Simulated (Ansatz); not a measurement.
# As_Ga in GaAs (F-43m) against the share of exact exchange

Question: how much does the share of exact exchange change the (+2/+1) level of As_Ga in GaAs (F-43m), and what does each choice cost? Model: a cell of 64 host atoms with 1 Ga taken out and 1 As put in.

Main program and level: Ansatz 0.2.0; plane-wave PAW DFT; relaxations with PBEsol, then single points with PBEsol and HSE06 form with several shares of exact exchange, on supercells at fixed charge in a uniform background.

In doubt: a hybrid run on one k-point (in some of the runs), which bears on gaps, levels and energies.

**1. Starting point**

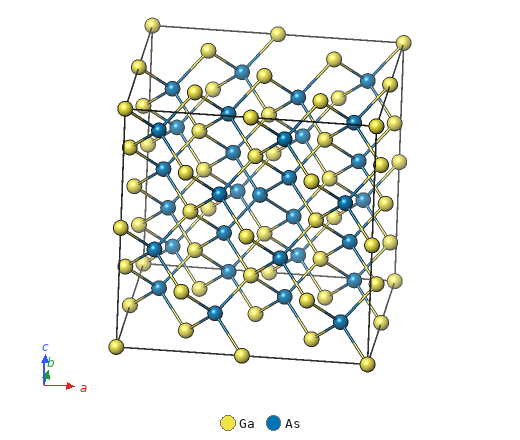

The cell as given, slightly off an axis (gallium yellow, arsenic blue). Bonds to atoms that aren't drawn are left out. Some periodic images of atoms are drawn too.

The cell holds 64 atoms: 31 Ga and 33 As. Cell: a = 11.320 Å, b = 11.320 Å, c = 11.320 Å, α = 90.0°, β = 90.0°, γ = 90.0°. It derives from GaAs (space group F-43m). Nearest the centre at fractional (0.500, 0.500, 0.500): As57 at 0.00 Å, As8 at 2.45 Å, As46 at 2.45 Å, As31 at 2.45 Å, As53 at 2.45 Å, Ga27 at 4.00 Å, Ga19 at 4.00 Å, Ga12 at 4.00 Å. The cell carries charge +2.

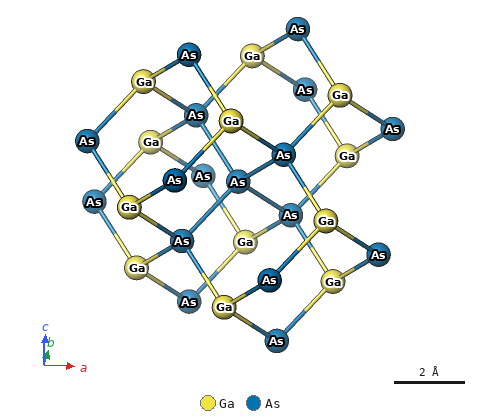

The atoms within 5 Å of the centre.

As a file:

```xyz
64
Lattice="11.3200 0.0000 0.0000 0.0000 0.0000 -11.3200 0.0000 11.3200 0.0000" Properties=species:S:1:pos:R:3 pbc="T T T"
Ga    0.0000    0.0000    0.0000
Ga    0.0000    2.8300   -2.8300
Ga    2.8300    2.8300    0.0000
Ga    2.8300    0.0000   -2.8300
As    1.4150    4.2450   -1.4150
As    1.4150    1.4150   -4.2450
As    4.2450    1.4150   -1.4150
As    4.2450    4.2450   -4.2450
Ga    0.0000    5.6600    0.0000
Ga    0.0000    8.4900   -2.8300
Ga    2.8300    8.4900    0.0000
Ga    2.8300    5.6600   -2.8300
As    1.4150    9.9050   -1.4150
As    1.4150    7.0750   -4.2450
As    4.2450    7.0750   -1.4150
As    4.2450    9.9050   -4.2450
Ga    0.0000    0.0000   -5.6600
Ga    0.0000    2.8300   -8.4900
Ga    2.8300    2.8300   -5.6600
Ga    2.8300    0.0000   -8.4900
As    1.4150    4.2450   -7.0750
As    1.4150    1.4150   -9.9050
As    4.2450    1.4150   -7.0750
As    4.2450    4.2450   -9.9050
Ga    0.0000    5.6600   -5.6600
Ga    0.0000    8.4900   -8.4900
Ga    2.8300    8.4900   -5.6600
Ga    2.8300    5.6600   -8.4900
As    1.4150    9.9050   -7.0750
As    1.4150    7.0750   -9.9050
As    4.2450    7.0750   -7.0750
As    4.2450    9.9050   -9.9050
Ga    5.6600    0.0000    0.0000
Ga    5.6600    2.8300   -2.8300
Ga    8.4900    2.8300    0.0000
Ga    8.4900    0.0000   -2.8300
As    7.0750    4.2450   -1.4150
As    7.0750    1.4150   -4.2450
As    9.9050    1.4150   -1.4150
As    9.9050    4.2450   -4.2450
Ga    5.6600    5.6600    0.0000
Ga    5.6600    8.4900   -2.8300
Ga    8.4900    8.4900    0.0000
Ga    8.4900    5.6600   -2.8300
As    7.0750    9.9050   -1.4150
As    7.0750    7.0750   -4.2450
As    9.9050    7.0750   -1.4150
As    9.9050    9.9050   -4.2450
Ga    5.6600    0.0000   -5.6600
Ga    5.6600    2.8300   -8.4900
Ga    8.4900    2.8300   -5.6600
Ga    8.4900    0.0000   -8.4900
As    7.0750    4.2450   -7.0750
As    7.0750    1.4150   -9.9050
As    9.9050    1.4150   -7.0750
As    9.9050    4.2450   -9.9050
As    5.6600    5.6600   -5.6600
Ga    5.6600    8.4900   -8.4900
Ga    8.4900    8.4900   -5.6600
Ga    8.4900    5.6600   -8.4900
As    7.0750    9.9050   -7.0750
As    7.0750    7.0750   -9.9050
As    9.9050    7.0750   -7.0750
As    9.9050    9.9050   -9.9050
```

The host's dielectric constants go in as inputs: 14.26 for the electrons alone, 16.21 with the ions, computed on the host (DFPT, PBEsol).

The cell's shortest repeat is 11.3 Å.

**2. Relaxing both charge states, PBEsol**

The study needs fixed structures, so each charge is relaxed once, at one point at (¼, ¼, ¼), from small random displacements that break the symmetry of the site.

qp2.relax/input.yaml

```yaml
crystal:
  lattice:
    - [5.66, 0.0, 0.0]
    - [0.0, 0.0, -5.66]
    - [0.0, 5.66, 0.0]
  atoms:
    - { symbol: Ga, position: [0.0, 0.0, 0.0] }
    - { symbol: Ga, position: [0.0, 0.5, 0.5] }
    - { symbol: Ga, position: [0.5, 0.0, 0.5] }
    - { symbol: Ga, position: [0.5, 0.5, 0.0] }
    - { symbol: As, position: [0.25, 0.25, 0.75] }
    - { symbol: As, position: [0.25, 0.75, 0.25] }
    - { symbol: As, position: [0.75, 0.25, 0.25] }
    - { symbol: As, position: [0.75, 0.75, 0.75] }
  supercell: [2, 2, 2]
  defects: [{ substitution: { at: 56, symbol: As } }]
total_charge: 2
basis:
  ecutwfc: 420
  xc_grid: 2
hamiltonian:
  xc: pbesol
  pseudopotentials: { kind: paw, azcp: { folder: soft_1 }, xc_functional: pbe }
kpoints:
  mp_grid: { grid: [1, 1, 1], shift: [0.25, 0.25, 0.25] }
scf:
  occupations: { method: fixed }
  max_iter: 60
output:
  forces: true
  charged_corrections:
    epsilon: 14.26
    static_epsilon: 16.21
    defect_position: [0.5, 0.5, 0.5]
relax:
  f_tol: 0.015
  max_steps: 60
  random_displacement: { amplitude: 0.04, seed: 136 }
checkpoint:
  write: "../qp2.relax.run"
  compress: false
  write_wavefunctions: true
  write_every: 100000
```

Started as:

```
$ ansatz run input.yaml --threads 32 --pin off --max-ram 84787MiB --backend cuda --events-out ev --progress --plain --runs-dir out --max-vram 78GiB
```

Numbers of over 12 decimals in the logs are rounded to 6 here.

Output:

```text
[... repeated set-up lines and file paths are left out, and long positions are rounded to six places ...]
Engine: ansatz 0.2.0, aarch64-unknown-linux-gnu
Pseudopotentials: kind: paw
Pseudopotential: Ga, paw, valence charge 13, recommended cutoff 420 eV (normal), soft_1/Ga.paw.azcp
Pseudopotential: As, paw, valence charge 15, recommended cutoff 420 eV (normal), soft_1/As.paw.azcp
Functional definition: PBEsol
  exchange = pbesol_x
  correlation = pbesol_c
[...]
Crystal: 64 atoms, lattice volume = 1450.572 Å³
Basis set: ecut = 420 eV, 28353 PW (Γ), exchange–correlation on 160×160×160 points (8 copies of the dense FFT grid, shifted against one another)
Bands: 538, of which v1, the nominal top of the filled ones, is band 448 counted from 1 (447 counted from 0)
Symmetry: 1 space group operations
k-points: 1
Non-local potential: Ga, projectors of the file, l = 0: 2, l = 1: 2, l = 2: 3, l = 3: 1
Non-local potential: As, projectors of the file, l = 0: 2, l = 1: 2, l = 2: 3, l = 3: 1
PAW form: soft (Blöchl's): semilocal exchange-correlation on the pseudo side does not see the compensation charge
PAW frozen core: Ga, regenerated for the run's functional, and the local potential with it (the file was generated under x = pbe(κ = 0.804, μ = 0.219515), c = pbe(β = 0.066725))
PAW frozen core: As, regenerated for the run's functional, and the local potential with it (the file was generated under x = pbe(κ = 0.804, μ = 0.219515), c = pbe(β = 0.066725))
PAW one-centre angular grid: Ga, 590 points (default); XC on 64 Gauss nodes
PAW one-centre angular grid: As, 590 points (default); XC on 64 Gauss nodes
Initial density: superposition of atomic densities (chi_scale 0.1, normalization cell, long waves kept (reshape's long-wave potential 0.18 eV rms))
Initial wavefunctions: pseudopotential atomic-orbital guess
[...]
Functional: x = pbesol(κ = 0.804, μ = 0.123457), c = pbesol(β = 0.046)
SCF iter   1: F=—  HF=-274911.210290 eV  |Δ(HF+E_count)|=         —  Δρ=4.80e-2  dr2=3.32e1  Hψ=1551
preconditioner: auto → Resta (q_TF=auto, 2.518 Å⁻¹)  ε∞=3.5  [insulator: Δε(μ)=1.279 eV  Ē_g=14.788 eV  n_scr=388 (ndim 8)  ℏωp=23.2 eV  f_vac=0.001  ε∞_Penn≈3.5]
SCF iter   2: F=—  HF=-274905.054874 eV  |Δ(HF+E_count)|=    6.16e0  Δρ=2.38e-2  dr2=6.19e0  Hψ=609
[...]
SCF iter   9: F=-274903.053680 eV  HF=-274903.053682 eV  |Δ(HF+E_count)|=   3.79e-5  Δρ=1.42e-5  dr2=2.66e-6  Hψ=2049
SCF 1 converged in 9 iterations: F = -274903.053680 eV  dr2 = 2.66e-6
[...]
relax step   1: F+E_penalty+E_count = -274903.05368019 eV  Δ(F+E_penalty+E_count) = +0.000e0 eV  max|allowed force component| = 9.406e-1 eV/Å  Δτ_max = 0.0000 Å  (9 SCF iters, dr2 threshold 5.63e-6 eV, accepted)
[...]
relax step   2: F+E_penalty+E_count = -274903.82295647 eV  Δ(F+E_penalty+E_count) = -7.693e-1 eV  max|allowed force component| = 1.844e-1 eV/Å  Δτ_max = 0.1087 Å  (6 SCF iters, dr2 threshold 5.53e-5 eV, accepted)
[...]
relax step   4: F+E_penalty+E_count = -274903.86488593 eV  Δ(F+E_penalty+E_count) = -6.583e-4 eV  max|allowed force component| = 7.548e-2 eV/Å  Δτ_max = 0.0427 Å  (6 SCF iters, dr2 threshold 7.62e-7 eV, accepted)
[...]
relax step   6: F+E_penalty+E_count = -274903.86714264 eV  Δ(F+E_penalty+E_count) = -8.645e-7 eV  max|allowed force component| = 4.373e-3 eV/Å  Δτ_max = 0.0000 Å  (3 SCF iters, accepted)
[...]
NSCF: frozen V_eff on 1 k-points
[...]
SCF converged after 3 iterations
Free energy (F): -274903.867143 eV
Harris-Foulkes:  -274903.867143 eV  (|F-HF|=1.62e-8)
Internal energy: -274903.867143 eV  (E = F + TS)
E sigma→0 (E₀):  -274903.867143 eV
Fermi energy:    7.520244 eV
--- Per-component energies (eV) ---
  E_band       = -10603.247421
  E_kinetic    = 6674.892022
  E_local      = -117826.258862  (includes V_loc(G=0)·N_el)
  E_nonlocal   = -15791.308090
  E_hartree    = 68420.345310
  E_xc         = -4239.223338
  E_vxc        = -4147.675566  (∫ρ·V_xc dr)
  E_paw        = -125559.564585  (= ΣΔE_a)
  E_vpaw       = -16353.578296  (= ΣTr[D̂ρ^β])
  E_aug_tail   = -0.007693  (compensation charges beyond the density's cutoff)
  E_ewald      = -86641.386456
  E_core_change = 58.644549  (= ΣΔE_core)
  E_smearing   = -0.000000  (= −TS)
  E_closure    = -0.000000  (closes the sum)
  E_deformation_potential = 27.743757  (in the stress; not in F)
  Σ components = -274903.867143   (vs F -274903.867143, Δ=0.00e0)
--- Forces (eV/Å), atoms counted from 1 ---
  atom   1  Ga     0.00127999     0.00140719     0.00030697
  atom   2  Ga    -0.00146684    -0.00265911    -0.00170516
  [... 4 atoms left out ...]
  [... 58 more lines of this table ...]
  max |Σ_I F_I| component: 2.53e-6 eV/Å
--- Charged-cell corrections in eV (Makov–Payne, q = +2.000 e, ε = 16.210) ---
  F (periodic)     = -274903.867143  (uncorrected; the corrections below are reported, never added to it)
  E_corr1          = +0.445305  (monopole, q²α_M/2εL)
  F Makov-Payne    = -274903.421838  (F + E_corr1; no measured alignment; for a localised charge, not one spread in a band: unchecked)
  no potential alignment in this run, which stands beside a crystal: run the host's input off ansatz write-host-input, and read the two finished runs by ansatz place-levels (neither reads a slab, a wire or a sheet, whose cell leaves a vacuum)
--- Band table (eV) ---
  k-point 0: bands = ["-29.2209", "-29.2110", "-29.2110", "-29.1969", "-29.1969", "-28.0984", "-28.0942", "-28.0941", "-28.0930", [... rest cut ...]
--- Relaxed structure (6 steps of the walk, 6 accepted, 0 SCFs on fresh bases) ---
  F+E_penalty+E_count = -274903.86714264 eV   max|allowed force component| = 4.373e-3 eV/Å
  atoms:
    - { symbol: Ga, position: [-0.000546, 2.7486797941060873e-5, 0.000109] }
    - { symbol: Ga, position: [-0.000916, 0.249013, 0.249164] }
    [... 4 atoms left out ...]
  [... 58 more lines of this table ...]
```

Elapsed: 5.6 s, on 1 × NVIDIA GB200 with 32 threads of Arm Neoverse V2, shared host; peak memory 1.8 GiB.

Step by step:

```
step  energy less that of the first step (eV)  largest force component (eV/Å)
   1                                   0.0000                          0.9406
   2                                  -0.7693                          0.1844
   3                                  -0.8105                          0.1104
   4                                  -0.8112                          0.0755
   5                                  -0.8135                          0.0044
   6                                  -0.8135                          0.0044
```

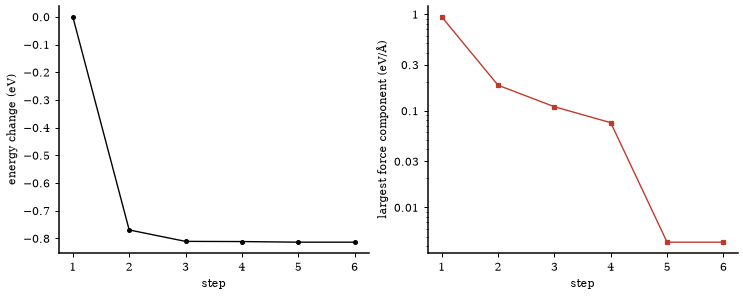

Energy and largest force along the relaxation.

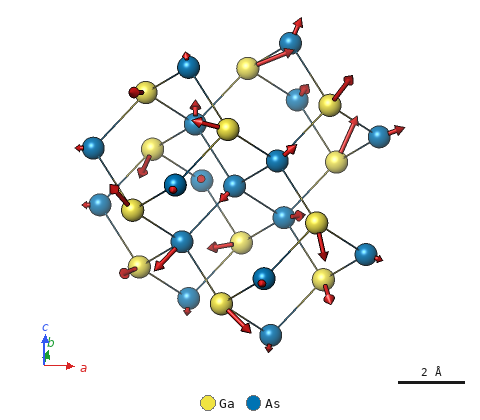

Displacements in the relaxation from the typed sites near the centre, exaggerated, the mean shift taken out; the longest in the cell stands for 0.08 Å.

The atoms that moved most (Å, from the sites as typed, ahead of the random displacement, the mean shift of all atoms taken out):

```
atom      dx      dy      dz  length
Ga59   0.026   0.026  -0.067   0.076
Ga60   0.026   0.066  -0.027   0.075
Ga58   0.066   0.025  -0.025   0.075
Ga12  -0.032   0.049   0.032   0.066
Ga19  -0.031  -0.032  -0.047   0.065
Ga34   0.048  -0.031   0.032   0.065
 As8  -0.035  -0.035   0.035   0.061
Ga28  -0.018  -0.050  -0.017   0.056
```

Neighbours of As57 at the end:

```
atom  distance (Å)
 As8         2.486
As46         2.488
As31         2.489
As53         2.489
Ga44         4.026
Ga34         4.026
Ga50         4.026
Ga19         4.026
Ga42         4.026
Ga27         4.026
Ga12         4.027
Ga51         4.027
Ga28         4.027
Ga58         4.059
Ga59         4.061
Ga60         4.061
```

```
charge  moment set (μB)  steps  largest displacement (Å)   time
    +1                1      5                      0.11  7.8 s
    +2                0      6                      0.08  5.6 s
```

The relaxation ends 13 meV an atom lower than the displaced start, with a largest force component of 0.0044 eV/Å.

**3. First setting: 0 (PBEsol)**

Exact exchange opens the gap of the host. A level of a localised state need not follow either band edge, so its distance to each edge changes.

qp2.a0/input.yaml

```yaml
crystal:
  checkpoint: "../qp2.relax.run"
  host: checkpoint
total_charge: 2
basis:
  ecutwfc: 420
  xc_grid: 2
hamiltonian:
  xc: pbesol
  pseudopotentials: { kind: paw, azcp: { folder: soft_1 }, xc_functional: pbe }
kpoints:
  mp_grid: { grid: [1, 1, 1], shift: [0.25, 0.25, 0.25] }
scf:
  occupations: { method: fixed }
  max_iter: 60
output:
  forces: true
  charged_corrections:
    epsilon: 14.26
    static_epsilon: 16.21
    defect_position: [0.5, 0.5, 0.5]
  eigenvalues: true
  eigenstates: { localisation: true }
checkpoint:
  read: "../qp2.relax.run"
  write: "../qp2.a0.run"
  compress: false
  write_wavefunctions: false
  write_every: 100000
```

Output:

```text
[...]
crystal.checkpoint: the structure is that of <dir>, a `relax` run, at its step 6: its result, under pbesol at a charge of 2 e; 64 atoms read, 0 with a starting moment; crystal.structure_sha256 for this input is
[...]
device memory: the entry about to start is reckoned to put 6.6 GiB on a device that reports 167.8 GiB free (of which the cap on the GPU budget leaves the run 78.0 GiB)
GPU FFT provider: cuFFT
GPU libraries: cuBLAS 13.8.1, cuFFT 12.4.0, cuSOLVER 12.3.2
GPU matrix products: emulated (plane waves: as basis.precision tells), large ones in fixed point in workspaces of 1.00 GiB
Crystal: 64 atoms, lattice volume = 1450.572 Å³
Basis set: ecut = 420 eV, 28353 PW (Γ), exchange–correlation on 160×160×160 points (8 copies of the dense FFT grid, shifted against one another)
Bands: 538, of which v1, the nominal top of the filled ones, is band 448 counted from 1 (447 counted from 0)
Symmetry: 1 space group operations
[...]
k-points: 1
[...]
GPU buffer pool allocated for 512000 grid points (all kernels)
GPU transforms: local potential and band sums: pruned to the plane-wave sphere, on 75×75×75
[...]
SCF iter   1: F=—  HF=-274903.867143 eV  |Δ(HF+E_count)|=         —  Δρ=2.05e-6  dr2=6.18e-8  Hψ=1328
[...]
SCF iter   2: F=-274903.867143 eV  HF=-274903.867143 eV  |Δ(HF+E_count)|=   1.13e-8  Δρ=1.29e-6  dr2=2.69e-8  Hψ=1368
SCF 1 converged in 2 iterations: F = -274903.867143 eV  dr2 = 2.69e-8
[...]
SCF converged after 2 iterations
Free energy (F): -274903.867143 eV
[...]
Internal energy: -274903.867143 eV  (E = F + TS)
E sigma→0 (E₀):  -274903.867143 eV
Fermi energy:    7.520244 eV
[...]
--- Forces (eV/Å), atoms counted from 1 ---
  atom   1  Ga     0.00128169     0.00140918     0.00030677
  atom   2  Ga    -0.00146878    -0.00266083    -0.00170798
  [... 4 atoms left out ...]
  [... 58 more lines of this table ...]
  max |Σ_I F_I| component: 4.19e-6 eV/Å
--- Charged-cell corrections in eV (Makov–Payne, q = +2.000 e, ε = 14.260 of the electrons, 16.210 with the ions) ---
[...]
E_corr1          = +0.506198  (monopole, q²α_M/2εL)
  F Makov-Payne    = n/a  (the rows are of the electrons' constant alone; ansatz place-levels tells what screens the charge)
[...]
--- Band table (eV) ---
[...]
```

Elapsed: 2.8 s, on 1 × NVIDIA GB200 with 32 threads; peak memory 1.8 GiB; 13 s of CPU time.

Both charges and the host at this setting go to place-levels, which corrects for the image charge and aligns the potentials.

levels.a0.yaml

```yaml
host:
  run: host.a0.run
states: [qp1_M1.a0.run, qp2.a0.run]
geometry_from:
  qp1_M1.a0.run: qp1_M1.relax.run
  qp2.a0.run: qp2.relax.run
  host.a0.run: host.relax.run
chemical_potentials:
  Ga:
    energy: -3743.205341
    dataset: <sha256 of the dataset>
  As:
    energy: -4813.029612
    dataset: "<sha256 of the dataset>"
```

Started as:

```
$ ansatz place-levels levels.a0.yaml -- --threads 32 --pin off --max-ram 84787MiB --backend cuda --max-vram 78GiB
```

Output:

```text
(+2/+1) 0.019 eV beneath the valence edge, in the valence band
formation energy of charge +2: +1.677 eV with the Fermi level at the valence edge
formation energy of charge +1: +1.658 eV with the Fermi level at the valence edge
  edges by pbesol, gap 0.416 eV; the host is sampled to repeats of 16.01 Å
  the defect's cells are sampled to repeats of 16.01 Å, like sampling
  charge +2: -274903.3809 eV with its correction of +0.486 eV, at epsilon 16.21, aligned at sites: +0.0205 eV, mean over 35 atomic sites at or beyond 5.66 Å from the defect at [0.5000, 0.5000, 0.5000], with +0.000000 for the charge's moments and without [...]
[...]
of states[1] (qp2.a0.run): how wide its charge is, is not read beside other atoms or cores, and a band state would take no correction. [...]
  of states[0] (qp1_M1.a0.run): how wide its charge is, is not read beside other atoms or cores, and a band state would take no correction. [...]
```

It took 0.14 s on 32 threads.

At this setting the gap is 0.416 eV and (+2/+1) lies -0.019 eV above the valence top.

**4. The other settings**

From the second setting on only the share changes; the first is PBEsol, whose semilocal part differs from that of the hybrids. The next input; the others follow the same pattern (0.2, 0.25, 0.3 and 0.4):

qp2.a10/input.yaml, as its differences from qp2.a0/input.yaml of step 3:

```diff
@@ -8,4 +8,4 @@
 hamiltonian:
-  xc: pbesol
-  pseudopotentials: { kind: paw, azcp: { folder: soft_1 }, xc_functional: pbe }
+  xc: { preset: hse06, exx: 0.1 }
+  pseudopotentials: { kind: paw, azcp: { folder: soft_1 } }
 kpoints:
@@ -25,3 +25,3 @@
   read: "../qp2.relax.run"
-  write: "../qp2.a0.run"
+  write: "../qp2.a10.run"
   compress: false
```

**5. Result against cost**

Times of the states on 1 × NVIDIA GB200 with 32 threads of Arm Neoverse V2, shared host; the host is run again at each setting:

```
share of exact exchange  gap (eV)  (+2/+1) above the valence top (eV)  under the conduction bottom (eV)  time, both charge states  time, host and placing  peak memory of a state (GiB)
           0 (PBEsol) *     0.416                              -0.019                             0.435                     8.2 s                   2.6 s                           2.7
                    0.1     0.811                               0.168                             0.643                      57 s                 5.4 min                           5.1
                    0.2     1.153                               0.322                             0.830                      54 s                 6.6 min                           5.0
                   0.25     1.333                               0.405                             0.929                      71 s                 6.7 min                           5.1
                    0.3     1.520                               0.490                             1.030                      62 s                 6.3 min                           5.0
                    0.4     1.912                               0.671                             1.241                      67 s                 6.7 min                           5.1
```

* started from the relaxation's converged state in the same settings, so its time is no fair cost.

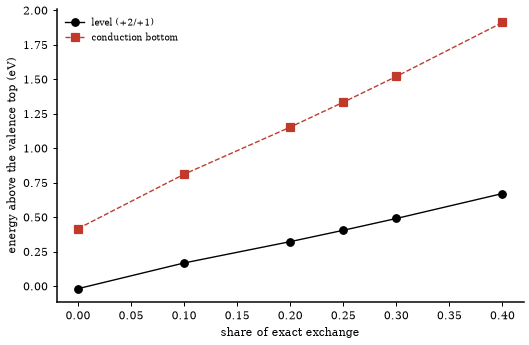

The level against the share of exact exchange.

**6. What came out**

| Quantity | Value |
| --- | --- |
| (plus 2/plus 1) level, 0 (PBEsol) | -0.02 eV |
| (plus 2/plus 1) level, 0.1 | 0.17 eV |
| (plus 2/plus 1) level, 0.2 | 0.32 eV |
| (plus 2/plus 1) level, 0.25 | 0.40 eV |
| (plus 2/plus 1) level, 0.3 | 0.49 eV |
| (plus 2/plus 1) level, 0.4 | 0.67 eV |
| slope of the gap among the hybrids | 0.37 eV per 0.1 of exact exchange |

From a share of 0 (PBEsol) to 0.4 the gap opens from 0.42 to 1.91 eV and (+2/+1) moves from -0.02 to 0.67 eV above the valence top. Among the hybrids, by fitted slopes, the level takes 46 % of the gap's opening, between the two edges. The atoms were held at the semilocal structure, so a distortion that exact exchange would bring is missing. The program warns that hybrid band edges depend on the exchange mesh, which was not varied here; the gaps and slopes may carry that error. Only the charges +1 and +2 were run, each from one start, so (+2/+1) need not be a change between stable states. At 0.1, 0.2, 0.25 and 0.3 the program warns that a filled state reaches beyond the cell, so that a hybrid's gap, moments and forces can be wrong at one k-point: the state may not be bound, and these numbers are no reliable defect level. At 0 (PBEsol) the level lies in a band: there the carrier fills host states, and the number is no level of a bound state. Limits: one k-point off the zone centre stands for the whole zone; the structures are those of PBEsol; force components of up to 0.18 eV/Å remain in a run at the final settings.

[Logs are printed without paths, hosts, clocks, repeated set-up lines and the standing remarks that a program may print on its own settings, such as how far it seeks lower states.]

[Hosts, paths, dates, database ids (printed as entryN), source tags and the programs' standing remarks are cut or masked in the printed files.]

[Where a table of states has a column of steps, it counts the stored structures, which are thinned; the runs took as many ionic steps or more.]

[For some hosts the program warned that the k-mesh of the response run may be too coarse for force constants and the static dielectric constant; such warnings are not shown here.]
